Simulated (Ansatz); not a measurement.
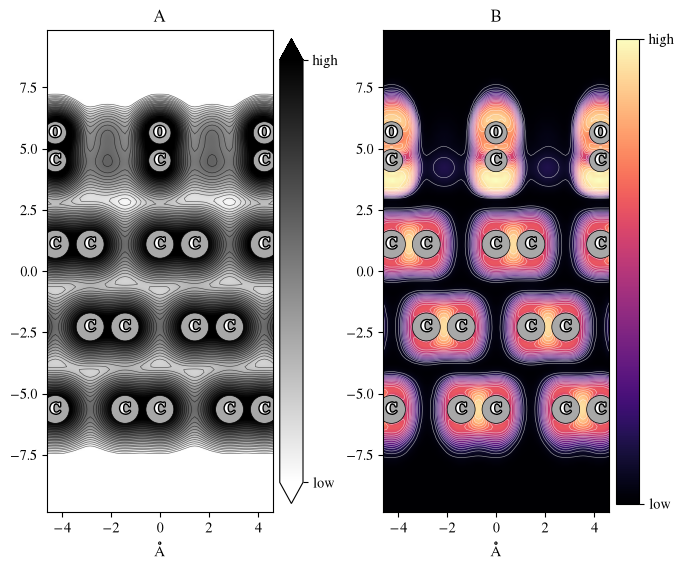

C7O (slab): 2 fields on the (110) plane of the calculation cell, a cut from vacuum to vacuum, with unlabelled colour scales. Grey discs cover the atomic cores.

Level of theory: Ansatz 0.2.0, DFT PBE+D3(BJ), scalar-relativistic, plane waves, PAW.

**Match the panels to the quantities (electron localisation function and valence pseudo-density).**

Panel A: valence pseudo-density. Panel B: electron localisation function. From the grid: C–O (1.13 Å): the density is about 4.1 e/Å³ at the midpoint; the ELF peaks at about 0.85 between the atoms. C–C (1.42 Å): ρ is about 2 e/Å³ halfway; the ELF peaks at about 0.95 between the atoms.
